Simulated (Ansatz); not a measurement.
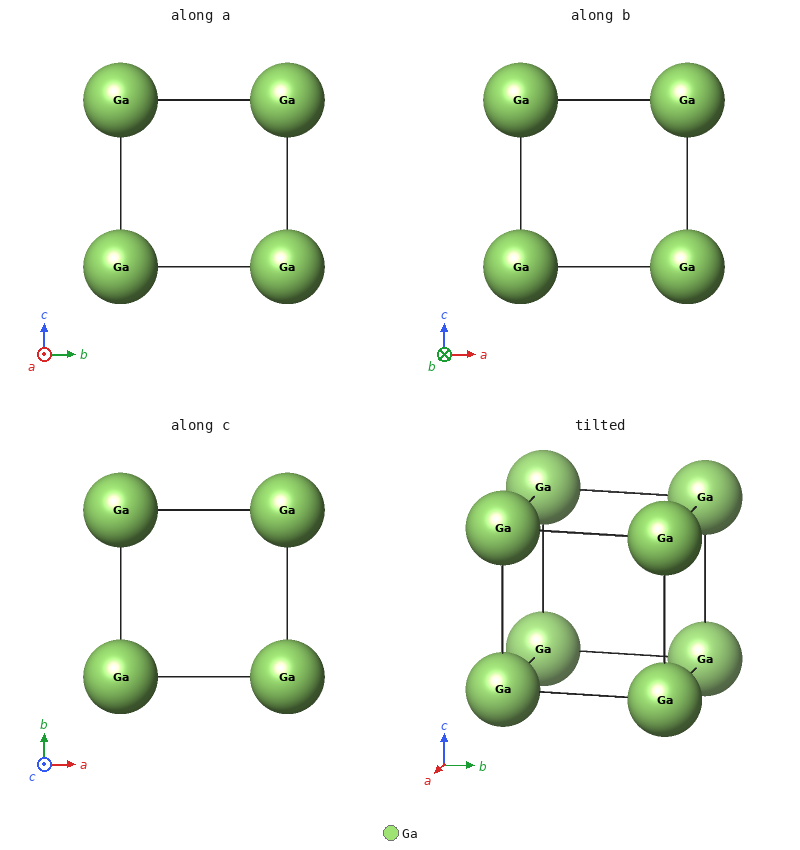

The figure gives a spheres-only picture of the atoms, viewed along the a axis, along the b axis, along the c axis and slightly off an axis. The wireframe shows the conventional unit cell.

Lattice parameters: a = 2.7165 Å, b = 2.7165 Å, c = 2.7165 Å, α = 90.000°, β = 90.000°, γ = 90.000°.

> Reconstruct the structure as a CIF in P1 with every atom of the cell.

```cif
data_structure
_symmetry_space_group_name_H-M 'P 1'
_symmetry_Int_Tables_number 1
_cell_length_a 2.7165
_cell_length_b 2.7165
_cell_length_c 2.7165
_cell_angle_alpha 90.000
_cell_angle_beta 90.000
_cell_angle_gamma 90.000
_cell_volume 20.05
loop_
_atom_site_label
_atom_site_type_symbol
_atom_site_fract_x
_atom_site_fract_y
_atom_site_fract_z
_atom_site_occupancy
Ga1 Ga 0.0000 0.0000 0.0000 1
```

Its origin is a random cell made by a generator, so it need not be a real form of the element. Earlier steps of the study may have refined or changed the cell and positions. A calculation with Ansatz used it as input.
